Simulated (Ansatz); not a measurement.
Cs$_{2}$AgBiBr$_{6}$

Input file:

```
crystal:
  lattice:
    - [0.0, 5.5936886198, 5.5936886198]
    - [5.5936886198, 0.0, 5.5936886198]
    - [5.5936886198, 5.5936886198, 0.0]
  atoms:
    - { symbol: Cs, position: [0.25, 0.25, 0.25] }
    - { symbol: Cs, position: [0.75, 0.75, 0.75] }
    - { symbol: Ag, position: [0.5, 0.5, 0.5] }
    - { symbol: Bi, position: [0.0, 0.0, 0.0] }
    - { symbol: Br, position: [0.2539142895, 0.7460857105, 0.2539142895] }
    - { symbol: Br, position: [0.2539142895, 0.7460857105, 0.7460857105] }
    - { symbol: Br, position: [0.7460857105, 0.2539142895, 0.7460857105] }
    - { symbol: Br, position: [0.7460857105, 0.2539142895, 0.2539142895] }
    - { symbol: Br, position: [0.2539142895, 0.2539142895, 0.7460857105] }
    - { symbol: Br, position: [0.7460857105, 0.7460857105, 0.2539142895] }
basis:
  ecutwfc: 420
kpoints:
  mp_grid: { grid: [4, 4, 4] }
  band_path:
    path:
      - [0.0, 0.0, 0.0]
      - [0.5, 0.0, 0.5]
      - [0.625, 0.25, 0.625]
      - [0.375, 0.375, 0.75]
      - [0.5, 0.5, 0.5]
      - [0.5, 0.25, 0.75]
      - [0.0, 0.5, 0.5]
      - [0.0, 0.0, 0.5]
    npoints: 1
hamiltonian:
  xc: pbesol
scf:
  occupations: { method: gaussian, width: 0.02 }
  n_extra_bands: 16
output:
  eigenvalues: true
  write_density: true
  write_potential: true
  elf: true
  volumetric_format: npy
magnetization:
  noncollinear: true
  spin_orbit: true
```

Command:

```sh
ansatz run input.yaml --threads 4 --pin off --max-ram 10240MiB --backend cpu --events-out ev --progress --plain --runs-dir out
```

Below, planes, directions and counts refer to the conventional cell (a = 11.19 Å, b = 11.19 Å, c = 11.19 Å, α = 90.00°, β = 90.00°, γ = 90.00°).

Space group Fm-3m.

All numbers below come from Ansatz 0.2.0, DFT PBEsol, spin-orbit coupling, plane waves, PAW.

**What can the converged valence pseudo-density and electron localisation function tell about the bonding?**

Ag–Br (2.75 Å): ρ at the midpoint is about 0.28 e/Å³; the ELF is about 0.20 at the midpoint.
Bi–Br (2.84 Å): the density is about 0.31 e/Å³ at the midpoint; the ELF is about 0.35 at the midpoint.
Cs–Br (3.96 Å): ρ is about 0.04 e/Å³ halfway; the ELF is about 0 at the midpoint: a closed-shell, largely ionic contact.

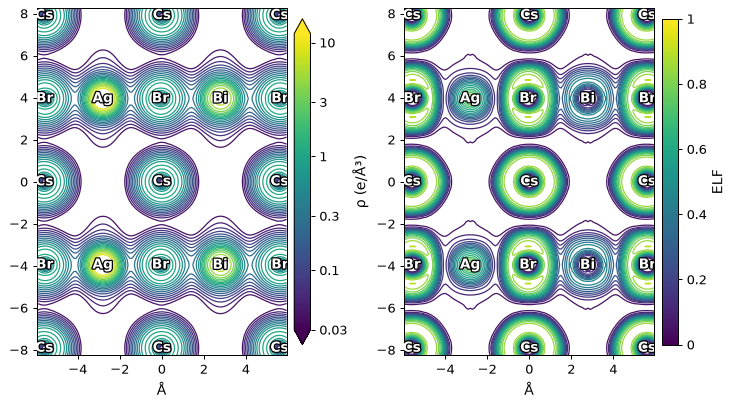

Computed valence pseudo-density and electron localisation function on the (110) plane of the conventional cell, in this order. 

Core electrons are frozen (PAW), and the valence fields are smoothed inside the atomic spheres.
